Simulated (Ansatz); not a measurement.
# Run report: ZnS, single-point calculation

ZnS (8 atoms in the cell), computed with DFT r2SCAN, scalar-relativistic, plane waves, PAW, no spin polarisation (Ansatz 0.2.0).

The structure derives from an entry of the Crystallography Open Database. It belongs to a series of runs on one base structure; here: atom 1 (Zn) moved +0.113 A along Cartesian [1 -1 0]. Figures and captions count atoms from 1; the log counts them from 0 in places.

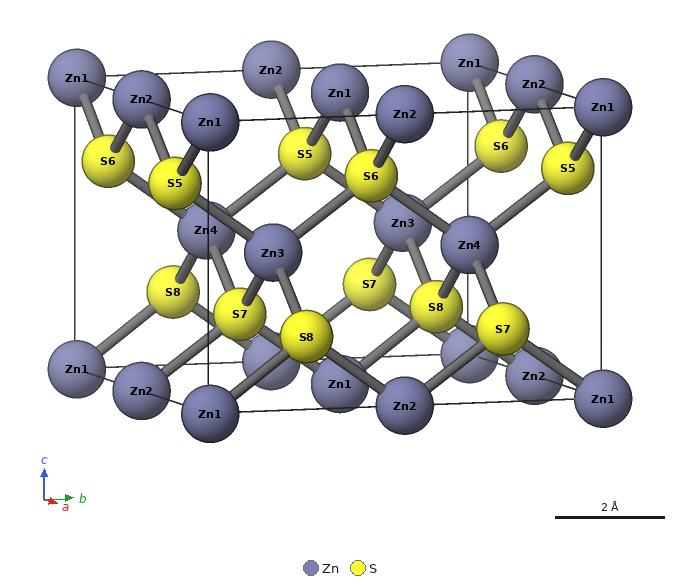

**Figure 1.** The input geometry (ball-and-stick view of the cell 2 times as large as that of the calculation, set on its symmetry axes, seen slightly off an axis; atoms are numbered from 1 in the order of the input). An atom can appear more than once, as a periodic image. Near neighbours in the periodic cell (some may lie outside the picture): Zn has 4 S at 2.24 to 2.43 Å; S has 4 Zn at 2.24 to 2.43 Å.

Input:
```yaml
crystal:
  lattice:
    - [5.3890263884, 0.0, 0.0]
    - [0.0, -5.3890263884, 0.0]
    - [0.0, 0.0, -5.3890263884]
  atoms:
    - { symbol: Zn, position: [0.0147613886, 0.0147613886, 0.0] }
    - { symbol: Zn, position: [0.5, 0.5, 0.0] }
    - { symbol: Zn, position: [0.5, 0.0, 0.5] }
    - { symbol: Zn, position: [0.0, 0.5, 0.5] }
    - { symbol: S, position: [0.75, 0.75, 0.75] }
    - { symbol: S, position: [0.25, 0.25, 0.75] }
    - { symbol: S, position: [0.25, 0.75, 0.25] }
    - { symbol: S, position: [0.75, 0.25, 0.25] }
basis:
  ecutwfc: 500
kpoints:
  mp_grid: { grid: [4, 4, 4] }
hamiltonian:
  xc: r2scan
scf:
  occupations: { method: gaussian, width: 0.05 }
output:
  forces: true
  stress: true
  eigenvalues: true
  write_density: true
  write_potential: true
  elf: true
  volumetric_format: npy
```

Machine: 1 thread of Intel Xeon @ 2.70GHz, 189 GiB of memory available, shared host.

Command:
```bash
ansatz run input.yaml --threads 1 --pin off --max-ram 2560MiB --backend cpu --events-out ev --progress --plain --runs-dir out
```

The program's output:
```
Engine: ansatz 0.2.0, x86_64-unknown-linux-gnu
Pseudopotentials: kind: paw
Pseudopotential: Zn, paw, valence charge 12, recommended cutoff 500 eV (meta_gga), Zn.paw.azcp
Pseudopotential: S, paw, valence charge 6, recommended cutoff 500 eV (meta_gga), S.paw.azcp
Functional definition: r2SCAN
  parameter k0 = 0.174
  parameter k1 = 0.065
  parameter a1 = 4.9479
  exchange = r2scan_x(k0 = k0, k1 = k1, a1 = a1)
  correlation = r2scan_c
Crystal: 8 atoms, lattice volume = 156.506 Å³
Basis set: ecut = 500 eV, 3911 PW (Γ), exchange–correlation on 160×160×160 points (64 copies of the dense FFT grid, shifted against one another)
Bands: 44, of which v1, the nominal top of the filled ones, is band 36 counted from 1 (35 counted from 0)
Symmetry: 2 space group operations
Space group: Cm (ITA 8), of the structure as read, at distance tolerance 5.4e-5 Å
k-points: 24 of 64 (time reversal used)
Non-local potential: Zn, projectors of the file, l = 0: 2, l = 1: 2, l = 2: 3, l = 3: 1
Non-local potential: S, projectors of the file, l = 0: 2, l = 1: 2, l = 2: 2
PAW form: soft (Blöchl's): semilocal exchange-correlation on the pseudo side does not see the compensation charge
PAW frozen core: Zn, regenerated for the run's functional (the file was generated under x = pbe(κ = 0.804, μ = 0.2195149727645171), c = pbe(β = 0.06672455060314922))
PAW frozen core: S, regenerated for the run's functional (the file was generated under x = pbe(κ = 0.804, μ = 0.2195149727645171), c = pbe(β = 0.06672455060314922))
PAW one-centre angular grid: Zn, 590 points (default); XC on 261 of its mesh's 2673 points in the sphere
PAW one-centre angular grid: S, 302 points (default); XC on 160 Gauss nodes
Initial density: superposition of atomic densities (neutral atoms: chi_scale 0, normalization atom), corrected by the library's trained network
Initial wavefunctions: pseudopotential atomic-orbital guess
Functional: x = r2scan, c = r2scan; τ floored in thin density (d = 2e-4 eV/Å³)
SCF iter   1: F=—  HF=-16933.765361 eV  |F-HF|=—  |Δ(HF+E_count)|=         —  Δρ=1.55e-2  dr2=1.87e-1  dr2_τ=2.67e-2  ethr=1.77e-3  ⟨swp⟩=9.1  Hψ=5206  notcnv=0
preconditioner: auto → Resta (q_TF=auto, 2.397 Å⁻¹)  ε∞=5.8  [insulator: Δε(μ)=2.654 eV  Ē_g=11.458 eV  σ=0.050 eV  W_gap=1.00  n_scr=32 (ndim 8)  ℏωp=25.2 eV  f_vac=0.025  D(μ)=0.00/eV (n_scr^D=0)  ε∞_Penn≈5.8]
SCF iter   2: F=—  HF=-16933.763765 eV  |F-HF|=—  |Δ(HF+E_count)|=   1.60e-3  Δρ=2.35e-3  dr2=5.13e-3  dr2_τ=1.08e-3  ethr=2.60e-4  ⟨swp⟩=2.7  Hψ=2202  notcnv=0  defer=73
SCF iter   3: F=—  HF=-16933.757184 eV  |F-HF|=—  |Δ(HF+E_count)|=   6.58e-3  Δρ=3.24e-3  dr2=7.62e-3  dr2_τ=5.92e-5  ethr=7.12e-6  ⟨swp⟩=2.0  Hψ=1874  notcnv=0  defer=73
SCF iter   4: F=—  HF=-16933.756555 eV  |F-HF|=—  |Δ(HF+E_count)|=   6.29e-4  Δρ=6.62e-4  dr2=3.76e-4  dr2_τ=1.59e-5  ethr=7.12e-6  ⟨swp⟩=2.2  Hψ=1702  notcnv=0  defer=73
SCF iter   5: F=—  HF=-16933.756604 eV  |F-HF|=—  |Δ(HF+E_count)|=   4.85e-5  Δρ=1.56e-4  dr2=3.24e-5  dr2_τ=8.96e-7  ethr=5.22e-7  ⟨swp⟩=2.2  Hψ=1877  notcnv=0  defer=73
SCF iter   6: F=—  HF=-16933.756616 eV  |F-HF|=—  |Δ(HF+E_count)|=   1.17e-5  Δρ=7.52e-5  dr2=5.72e-6  dr2_τ=4.17e-8  ethr=4.50e-8  ⟨swp⟩=2.0  Hψ=1609  notcnv=0  defer=73
SCF iter   7: F=—  HF=-16933.756613 eV  |F-HF|=—  |Δ(HF+E_count)|=   2.21e-6  Δρ=2.63e-5  dr2=8.30e-7  dr2_τ=6.84e-9  ethr=7.94e-9  ⟨swp⟩=2.0  Hψ=1750  notcnv=0  defer=73
SCF iter   8: F=-16933.756614 eV  HF=-16933.756614 eV  |F-HF|=2.63e-8  |Δ(HF+E_count)|=   4.61e-7  Δρ=7.27e-6  dr2=8.34e-8  dr2_τ=1.28e-9  ethr=1.39e-10  ⟨swp⟩=12.2  Hψ=8396  notcnv=0
SCF 1 converged in 8 iterations: F = -16933.756614 eV  dr2 = 8.34e-8
  greatest PAW one-centre occupation: 0.983 electrons in one spin orbital (limit 2), on the Zn atom at site 0 (counted from 0), in its partial waves of l = 2
```

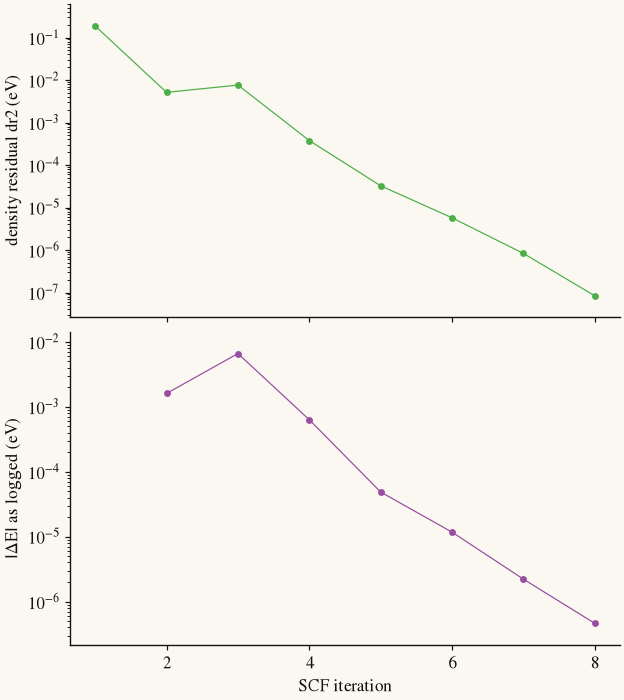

**Figure 2.** Convergence of the self-consistent field: density residual dr2 and size of the energy change against the SCF iteration. The residual falls almost steadily, with no more than small rises.

```
SCF converged after 8 iterations
Free energy (F): -16933.756614 eV
Harris-Foulkes:  -16933.756614 eV  (|F-HF|=2.63e-8)
Internal energy: -16933.756614 eV  (E = F + TS)
E sigma→0 (E₀):  -16933.756614 eV
Fermi energy:    6.979777 eV
--- Per-component energies (eV) ---
  E_band       = -4.743727
  E_kinetic    = 950.346204
  E_local      = -8167.644765  (includes V_loc(G=0)·N_el)
  E_nonlocal   = 2586.278111
  E_hartree    = 3426.843636
  E_xc         = -863.263898
  E_vxc        = -593.073373  (∫ρ·V_xc dr)
  E_paw        = -9839.455743  (= ΣΔE_a)
  E_vpaw       = -1663.693038  (= ΣTr[D̂ρ^β])
  E_aug_tail   = -0.000262  (compensation charges beyond the density's cutoff)
  E_vtau       = 29.350492  (kinetic-family band-sum trace: ∫τ·v_τ [+ j·A + Jᵃ·Aᵃ] dr)
  E_ewald      = -5025.690354
  E_core_change = -1.169542  (= ΣΔE_core)
  E_smearing   = -0.000000  (= −TS)
  E_closure    = -0.000000  (closes the sum)
  Σ components = -16933.756614   (vs F -16933.756614, Δ=0.00e0)
--- Forces (eV/Å), atoms counted from 1 ---
  atom   1  Zn    -0.56015289     0.56015289    -0.14973520
  atom   2  Zn     0.09785467    -0.09785467     0.00245317
  atom   3  Zn     0.09759144     0.11632442    -0.00132096
  atom   4  Zn    -0.11632442    -0.09759144    -0.00132096
  atom   5  S      0.17506633    -0.17506633    -0.15732109
  atom   6  S      0.28349298    -0.28349298     0.28820222
  atom   7  S      0.00102593    -0.02144832     0.00952117
  atom   8  S      0.02144832    -0.00102593     0.00952117
  max |Σ_I F_I| component: 2.37e-6 eV/Å
--- Stress (GPa, compression-positive) ---
        0.093726      -0.146567       0.477219
       -0.146567       0.093726      -0.477219
        0.477219      -0.477219       0.174856
  P = ⅓ Tr σ = 0.1208 GPa (1.208 kbar)
--- Band table (eV; the first three rows and the last of 24) ---
  k-point 0: bands = ["-8.1351", "-6.9526", "-6.8289", "-6.7099", "-0.9856", "-0.9502", "-0.9395", "-0.9199", "-0.9061", "-0.8806", "-0.5812", "-0.5622", "-0.5491", "-0.5456", "-0.5378", "-0.5294", "-0.3724", "-0.3707", "-0.2945", "-0.2942", "-0.2852", "-0.1624", "-0.1482", "-0.1338", "0.9619", "0.9646", "0.9819", "3.2334", "3.2602", "3.3047", "3.3073", "3.3468", "3.3791", "5.5942", "5.6218", "5.6431", "8.3164", "9.1794", "9.3223", "9.4585", "10.0810", "10.0867", "10.0938", "12.4803"]
  k-point 1: bands = ["-7.9748", "-7.1072", "-6.8257", "-6.7721", "-0.9713", "-0.9399", "-0.8983", "-0.8914", "-0.8462", "-0.8345", "-0.6262", "-0.6208", "-0.5896", "-0.5857", "-0.5205", "-0.5189", "-0.3891", "-0.3597", "-0.3362", "-0.3203", "-0.3188", "-0.3014", "-0.0546", "-0.0533", "0.9531", "0.9681", "1.6705", "2.9972", "3.0094", "3.0472", "3.0656", "3.5972", "3.6080", "4.5963", "5.1986", "5.2004", "9.4561", "9.6240", "10.2176", "10.2238", "10.3847", "10.9117", "10.9220", "11.7540"]
  k-point 2: bands = ["-7.5832", "-7.5322", "-6.8226", "-6.7938", "-0.9844", "-0.9587", "-0.8066", "-0.7977", "-0.7646", "-0.7633", "-0.7436", "-0.7421", "-0.6122", "-0.6117", "-0.4413", "-0.4271", "-0.4146", "-0.4129", "-0.4106", "-0.4047", "-0.3360", "-0.3246", "0.0381", "0.0391", "0.9424", "0.9530", "2.7097", "2.7263", "2.7906", "2.8318", "3.0449", "3.0989", "4.3341", "4.3366", "4.3380", "4.3559", "10.4965", "10.5240", "10.6840", "10.6896", "11.6526", "11.6661", "12.2330", "12.2370"]
  k-point 23: bands = ["-7.3415", "-7.1541", "-7.1535", "-6.9885", "-0.8656", "-0.8225", "-0.8115", "-0.7927", "-0.7840", "-0.7763", "-0.7700", "-0.7564", "-0.3568", "-0.3566", "-0.3411", "-0.3349", "-0.3348", "-0.3334", "-0.3332", "-0.3329", "-0.1791", "-0.1678", "-0.1647", "-0.1498", "0.0452", "0.1662", "0.1712", "0.3020", "4.5755", "4.6616", "4.6709", "4.6887", "4.7517", "4.7660", "4.7686", "4.8576", "9.4011", "9.4364", "9.4414", "9.4828", "12.8123", "12.8274", "12.9650", "12.9696"]
```

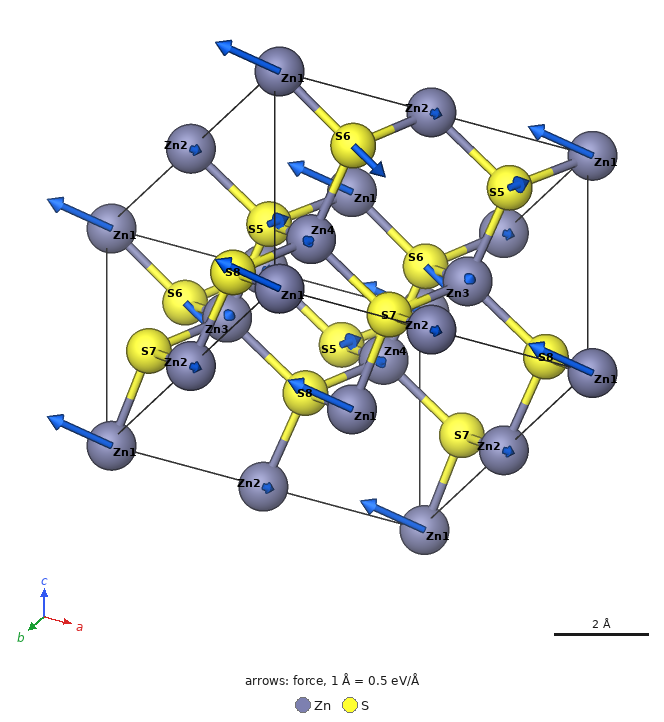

**Figure 3.** Forces on the atoms as blue arrows (ball-and-stick view of the cell 2 times as large as that of the calculation, set on its symmetry axes, seen at an oblique angle; atoms are numbered from 1 in the order of the input); the smallest are left out. The largest act on Zn1 (0.81 eV/Å); S6 (0.49 eV/Å); S5 (0.29 eV/Å). The geometry is not a stationary point of this energy.

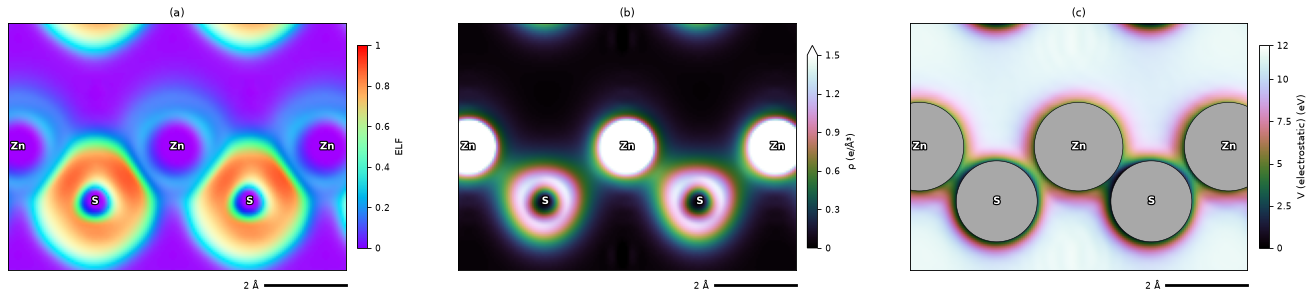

**Figure 4.** (a) electron localisation function; (b) valence electron density; (c) electrostatic potential (local pseudopotential plus Hartree) felt by an electron on the (010) plane of the conventional cell. Grey discs, where drawn, cover atomic cores. Atoms in the plane: Zn and S. Zn–S (2.24 Å): ρ is about 0.61 e/Å³ halfway; the ELF is about 0.60 at the midpoint. Zn–S (2.33 Å): the density is about 0.52 e/Å³ at the midpoint; the ELF is about 0.60 at the midpoint. Zn–S (2.43 Å): ρ is about 0.44 e/Å³ halfway; the ELF is about 0.55 at the midpoint. The density dies away to nearly zero in the voids. Outside the cores the potential energy rises away from the atoms and is highest about 2.3 Å from the nearest atoms; outside the discs it spans about 11 eV, and its zero is arbitrary. The fields are those of the smooth PAW valence density.

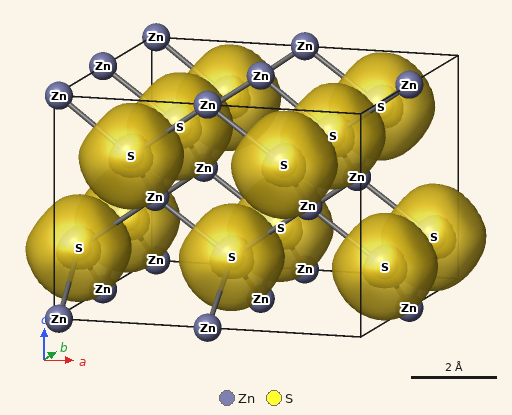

**Figure 5.** Isosurface of the ELF at 0.65 (yellow), seen slightly off an axis. Only the valence region is drawn (cores and ρ < 0.01 e/Å³ removed). Sticks mark near contacts. The outline is the cell set on symmetry axes. Profiles from the grid: Zn–S (2.24 Å): the ELF is about 0.60 at the midpoint. Zn–S (2.33 Å): the ELF is about 0.60 at the midpoint.

Summary:

| quantity | value |
| --- | --- |
| outcome | converged |
| space group (tolerance 0.01 Å) | Cm (8) |
| electrons treated | 72 |
| free energy | −16933.7566 eV |
| Fermi energy | 6.980 eV |
| gap on the k-point mesh | 2.67 eV |
| pressure | 0.12 GPa |
| largest force (length of the vector) | 0.806 eV/Å |
| wall time | 40 s |
| peak memory | 0.68 GiB |
